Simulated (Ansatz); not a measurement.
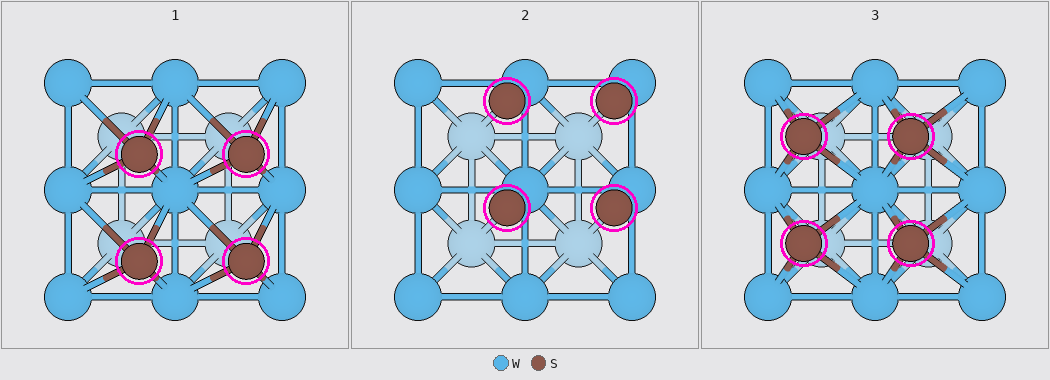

S on a W(100) slab cut from the Fm-3m phase, its upper half relaxed before the scan (3 atoms of substrate and one adsorbate in a 1 × 1 cell). 
- S is moved over the surface cell; relaxed at each place: the height of the adsorbate's atoms; substrate rigid; the origin of the map has the adsorbate above W3.
- Places are given modulo a cell vector. The map is drawn in real space over the plane of the surface.
- The scan uses a 6 × 6 grid; 10 points were computed and 26 follow by symmetry.
- Energies: eV, counted from the lowest grid point.
- With one adsorbate in each 1 × 1 cell, its nearest image is 2.9 Å away, so neighbouring adsorbates interact.
- Computed with DFT PBE, scalar-relativistic, plane waves, PAW in Ansatz 0.2.0. Settings: cutoff 420 eV, k-mesh 9×9×1, gaussian smearing 0.1 eV, no spin polarisation.

The numbered pictures are structures from this grid. Rings mark the moved atoms.

Rank them by energy, lowest first.

3, at (2/6, 3/6) of the cell vectors [nearest 2 W at 2.37 Å]: 0.43 eV; 1, at (4/6, 2/6) of the cell vectors [nearest 1 W at 2.24 Å]: 0.66 eV; 2, at (5/6, 5/6) of the cell vectors [nearest 1 W at 2.22 Å]: 0.91 eV.

The map, with the structures marked:

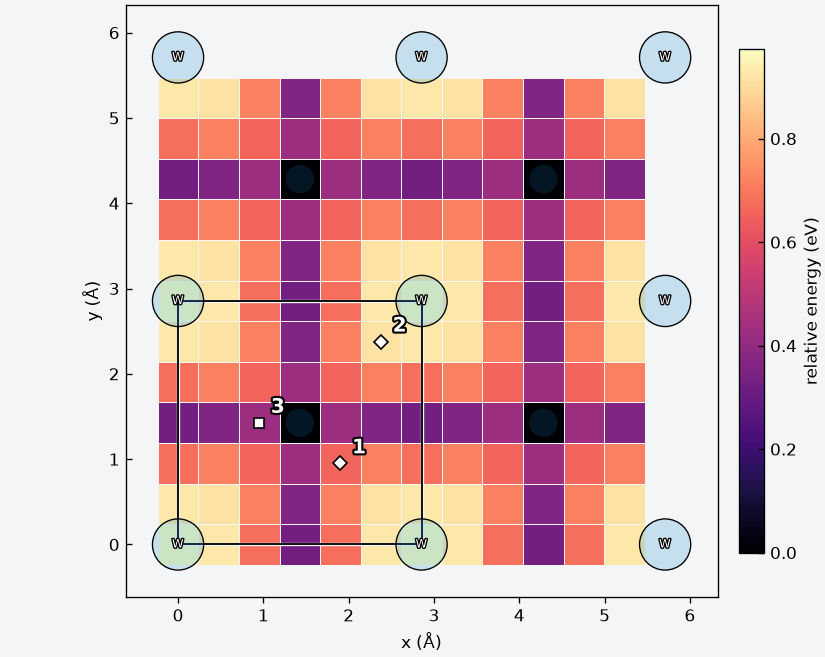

Drawn: one coloured cell a grid point, labelled circles for the atoms of the top layer and small ones for the second layer, the outline of one cell of the 2 × 2 shown.

PAW datasets: the set soft_1.
